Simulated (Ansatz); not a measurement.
# Calculations on Si$_{64}$Mg

### Relaxation

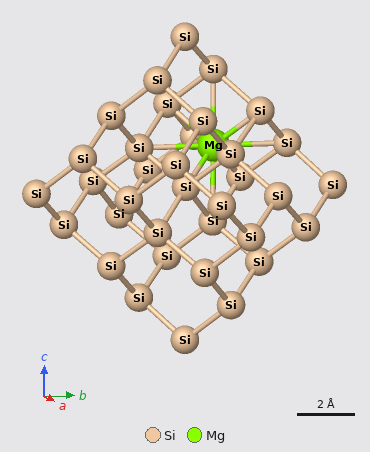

A defect cell of composition Si64Mg (cell charge +2), before the relaxation. A ball-and-stick model of the atoms within 5.8 Å of the atom that moves most (axes of the cell of the calculation (origin shifted)), seen slightly off an axis.

Level of theory: DFT, PBEsol, PAW, plane waves (Ansatz 0.2.0).

(plane-wave cutoff 420 eV; k-point mesh 1 × 1 × 1; mesh shifted by (0.25, 0.25, 0.25); no spin polarisation; atoms relaxed in a fixed cell; force threshold 0.03 eV/Å; at most 80 steps)

```xyz
65
Lattice="10.8656 0.0000 0.0000 0.0000 10.8656 0.0000 0.0000 0.0000 10.8656" Properties=species:S:1:pos:R:3 pbc="T T T"
Si    0.0031    0.0182    0.0245
Si   10.8347    0.0109    5.4127
Si    0.0013    5.4400    0.0143
Si    0.0120    5.4355    5.4321
Si    5.4569    0.0019    0.0171
Si    5.4240    0.0158    5.4029
Si    5.4431    5.4342    0.0141
Si    5.4260    5.4815    5.4222
Si    1.3328    1.3193    1.3421
Si    1.3598    1.3727    6.7826
Si    1.3708    6.7863    1.3412
Si    1.3234    6.7876    6.8266
Si    6.7865    1.3783    1.3271
Si    6.8192    1.3607    6.7979
Si    6.7760    6.8100    1.3634
Si    6.8115    6.8200    6.7886
Si    2.6876    2.7324   10.8421
Si    2.6879    2.7573    5.4307
Si    2.6941    8.1795    0.0058
Si    2.7101    8.1425    5.4401
Si    8.1300    2.7636    0.0122
Si    8.1641    2.6944    5.4526
Si    8.1592    8.1305    0.0124
Si    8.1161    8.1628    5.4667
Si    4.0544    4.0714    1.3298
Si    4.0571    4.0999    6.7906
Si    4.0850    9.4758    1.3774
Si    4.0346    9.5068    6.7656
Si    9.4823    4.1243    1.4076
Si    9.5481    4.1161    6.7987
Si    9.5142    9.5224    1.3396
Si    9.4850    9.5148    6.7990
Si    2.7473    0.0114    2.7452
Si    2.6956   10.8079    8.1923
Si    2.7070    5.4281    2.7345
Si    2.7239    5.4392    8.1738
Si    8.1756   10.8363    2.7131
Si    8.1209    0.0290    8.1712
Si    8.1595    5.4512    2.6861
Si    8.1583    5.4538    8.1236
Si    4.0592    1.3783    4.0448
Si    4.0941    1.3564    9.5517
Si    4.0993    6.7911    4.0730
Si    4.0904    6.7825    9.5182
Si    9.5257    1.3601    4.0858
Si    9.5137    1.3553    9.5311
Si    9.4785    6.7723    4.0955
Si    9.5375    6.7568    9.4975
Si    0.0346    2.7028    2.7480
Si   10.7936    2.7152    8.1266
Si   10.8549    8.1379    2.7135
Si    0.0072    8.1556    8.1230
Si    5.4656    2.7441    2.7794
Si    5.4048    2.7180    8.1533
Si    5.4144    8.1382    2.6816
Si    5.4095    8.1318    8.1393
Si    1.3542    4.0631    4.0814
Si    1.3494    4.0862    9.5199
Si    1.3566    9.4875    4.0403
Si    1.3767    9.4797    9.5330
Si    6.7802    4.0547    4.0669
Si    6.7838    4.0659    9.5233
Si    6.7645    9.5032    4.0611
Si    6.7775    9.4959    9.4902
Mg    4.1129    4.0849    4.0674
```

Q: Where does the relaxation end?

A: The energy falls by 1.552 eV per cell of the calculation in 2 geometry steps. The largest force component goes from 2.7 to 0.022 eV/Å. The atom that moves furthest is Si53 (0.19 Å along [1 −2 −3]). By element the largest moves are Si 0.19 Å, Mg 0.04 Å. The cell doesn't change. Among the contacts that change: Si53–Mg65 2.299 → 2.500 Å, Si53–Si61 2.259 → 2.436 Å, Si8–Mg65 2.347 → 2.512 Å, Si35–Mg65 2.357 → 2.501 Å. Bond angles that change, for instance: Si35–Si25–Si53 106.9° → 114.0°, Si13–Si53–Si25 105.8° → 111.7°, Si41–Si53–Si61 112.4° → 107.1°. The run took 3 s on 1 × NVIDIA GB200 with 8 threads of Arm Neoverse-V2, peak memory 1.7 GiB.

History of the run:

```json
{"step": "0", "E − E(0), meV/atom": "0.00", "largest force component, eV/Å": "2.7016"}
{"step": "1", "E − E(0), meV/atom": "-22.00", "largest force component, eV/Å": "0.8240"}
{"step": "2", "E − E(0), meV/atom": "-23.88", "largest force component, eV/Å": "0.0221"}
```

The end point in the same view:

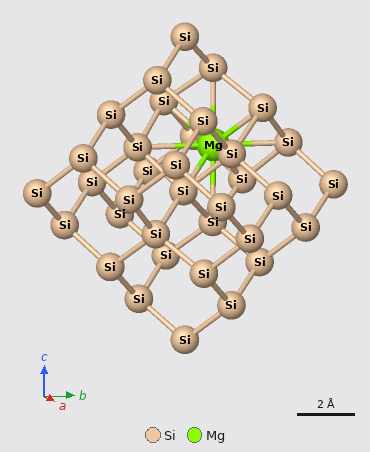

Limits of the set-up: the cell is charged, on a uniform background, and energies carry no finite-size correction.

### Relaxation

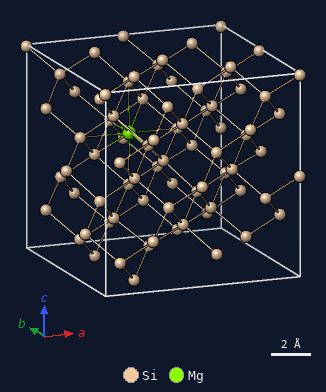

Starting structure of a defect cell of composition Si$_{64}$Mg. The picture is a ball-and-stick view of the cell of the calculation (origin shifted), seen slightly off an axis.

Method: Ansatz, DFT, PBEsol, PAW, plane waves.

Set-up: plane-wave cutoff 420 eV; k-point mesh 1 × 1 × 1; mesh shifted by (0.25, 0.25, 0.25); collinear spin; atoms relaxed in a fixed cell; force threshold 0.03 eV/Å; at most 80 steps.

```
Si Mg
1.0
    10.86558    0.00000    0.00000
     0.00000   10.86558    0.00000
     0.00000    0.00000   10.86558
Si Mg
64 1
Direct
  0.00028 0.00168 0.00225
  0.99716 0.00100 0.49815
  0.00012 0.50066 0.00132
  0.00110 0.50025 0.49993
  0.50222 0.00017 0.00158
  0.49919 0.00146 0.49725
  0.50095 0.50013 0.00129
  0.49938 0.50448 0.49903
  0.12266 0.12142 0.12352
  0.12515 0.12634 0.62423
  0.12616 0.62457 0.12344
  0.12180 0.62468 0.62828
  0.62458 0.12685 0.12214
  0.62760 0.12523 0.62564
  0.62362 0.62675 0.12548
  0.62689 0.62767 0.62478
  0.24735 0.25148 0.99784
  0.24738 0.25377 0.49981
  0.24795 0.75279 0.00053
  0.24942 0.74939 0.50068
  0.74824 0.25434 0.00113
  0.75137 0.24798 0.50182
  0.75092 0.74828 0.00114
  0.74695 0.75126 0.50312
  0.37314 0.37471 0.12239
  0.37339 0.37733 0.62497
  0.37596 0.87210 0.12676
  0.37132 0.87495 0.62267
  0.87269 0.37957 0.12954
  0.87875 0.37882 0.62571
  0.87562 0.87638 0.12328
  0.87294 0.87568 0.62574
  0.25284 0.00105 0.25265
  0.24808 0.99469 0.75397
  0.24913 0.49956 0.25167
  0.25069 0.50059 0.75226
  0.75243 0.99730 0.24969
  0.74740 0.00267 0.75202
  0.75095 0.50169 0.24721
  0.75084 0.50193 0.74765
  0.37358 0.12685 0.37226
  0.37679 0.12483 0.87908
  0.37727 0.62501 0.37485
  0.37645 0.62422 0.87600
  0.87669 0.12517 0.37604
  0.87559 0.12473 0.87719
  0.87234 0.62328 0.37692
  0.87777 0.62186 0.87409
  0.00318 0.24875 0.25291
  0.99338 0.24989 0.74793
  0.99902 0.74896 0.24973
  0.00067 0.75059 0.74759
  0.50302 0.25255 0.25580
  0.49742 0.25015 0.75038
  0.49831 0.74899 0.24679
  0.49786 0.74840 0.74909
  0.12463 0.37394 0.37562
  0.12419 0.37607 0.87615
  0.12485 0.87317 0.37184
  0.12671 0.87245 0.87736
  0.62401 0.37317 0.37429
  0.62434 0.37420 0.87647
  0.62256 0.87462 0.37376
  0.62376 0.87394 0.87342
  0.37852 0.37595 0.37434
```

What does the optimiser find from here?

Answer. The atom that moves furthest is Si53 (0.19 Å along [1 −2 −3]). By element the largest moves are Si 0.19 Å, Mg 0.03 Å. The lattice vectors keep their values. Among the contacts that change: Si53–Mg65 2.299 → 2.499 Å, Si53–Si61 2.259 → 2.443 Å, Si8–Mg65 2.347 → 2.498 Å, Si35–Mg65 2.357 → 2.505 Å. Among the angles between lasting bonds that change: Si35–Si25–Si53 106.9° → 115.2°, Si13–Si53–Si25 105.8° → 112.9°, Si18–Si41–Si53 108.8° → 115.2°. Over 3 geometry steps the energy falls by 1.512 eV per cell of the calculation. The largest force component goes from 2.6 to 0.023 eV/Å. The program noted that the starting moments weren't kept.

The end point in the same view:

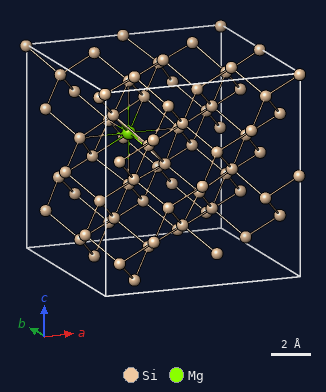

### Defect

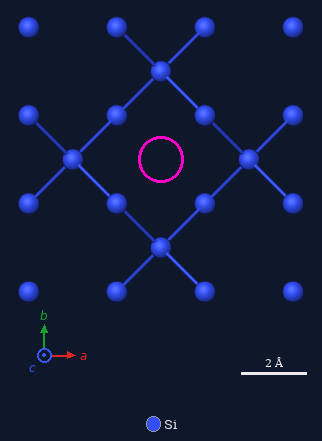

Perfect Si. A ball-and-stick model of the atoms within 6.0 Å of one point, in a slice 3.4 Å thick across the line of sight, seen along the c axis.

Level of theory: DFT, PBEsol, PAW, plane waves in Ansatz. Set-up: plane-wave cutoff 420 eV; k-point mesh 1 × 1 × 1; mesh shifted by (0.25, 0.25, 0.25); collinear spin. Fermi-Dirac smearing of 0.01 eV. The axes drawn are those of the host's conventional cell.

An extra magnesium atom is put between the host's atoms (an interstitial) at the ringed place, in charge state 0. The supercell has 64 sites, and the atoms are relaxed at the host's cell.

> Predict the relaxed surroundings of the defect.

The Mg atom starts with 10 Si at 2.35 to 2.72 Å around its place and ends with 10 Si at 2.50 to 2.77 Å. Of the host's atoms, a silicon atom moves furthest from its site, by 0.16 Å. The cell ends without a net magnetic moment.

The relaxed defect, seen from the same direction:

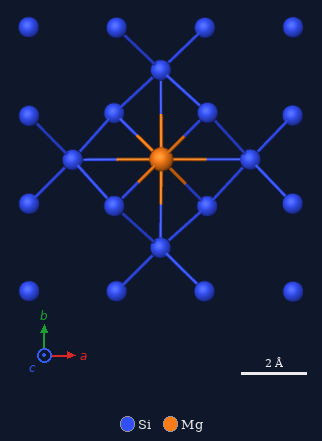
